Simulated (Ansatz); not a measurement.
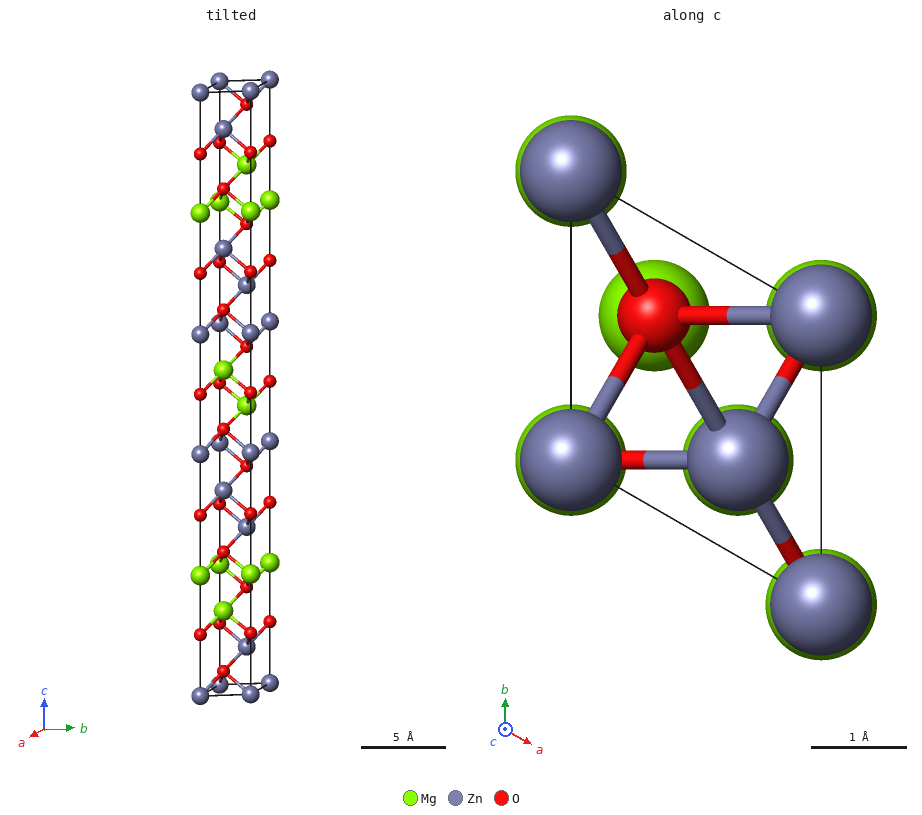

We look at a ball-and-stick model of the crystal slightly off an axis and along the c axis. The lines enclose the conventional unit cell; boundary atoms appear with their images. Cell: a = 3.04 Å, b = 3.04 Å, c = 37.23 Å, α = 90.00°, β = 90.00°, γ = 120.00°.

The cell started as a structure type filled with these elements by a generator (whether the compound takes this form wasn't checked). Earlier steps of the study, as a rule a relaxation of our own, may have changed the cell and positions, so they can lie some per cent off the listed ones. Ansatz was used for an electronic-structure calculation on it.

Question: Characterise what is shown.

Answer: Composition: Mg2Zn3O5. The lattice is rhombohedral (trigonal R) and the space group R-3m (No. 166). In the cell are 6 Mg, 9 Zn, 15 O, which makes 3 formula units. The Mg atoms are each bonded to six O in an octahedral arrangement at about 2.1 Å. Each Zn atom is coordinated by six O in an octahedral arrangement at about 2.2 Å. O takes three kinds of site: 6c with six Zn in an octahedral arrangement at about 2.2 Å; 6c with three Mg and three Zn in an octahedral arrangement (about 2.1 Å to Mg, 2.2 Å to Zn); 3b with six Mg in an octahedral arrangement at about 2.1 Å. The bonds build a three-dimensional framework.

Calculation details: DFT PBE, scalar-relativistic, plane waves, PAW (Ansatz 0.2.0); a basis cut at 420 eV, k-points about 0.20 Å⁻¹ apart, Gaussian smearing of 0.02 eV, no spin polarisation.

Question: What is the electronic character?

Answer: A semiconductor at this level, with a gap of 1.68 eV, direct.

Question: How charged are the atoms, by the Bader scheme?

Answer: Mg +1.72 e; Zn +1.26 e; O -1.71 to -1.26 e.

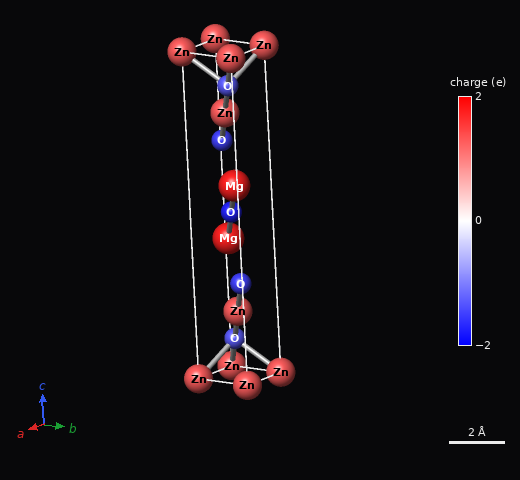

The atoms coloured by those charges. The run's cell of 10 atoms is drawn in a reduced setting, so axes and origin can differ from the first picture.

Question: Are forces and stress small enough to call this relaxed?

Answer: Yes. All forces vanish to within 0.01 eV/Å. The pressure is 0.0 GPa, close to zero.
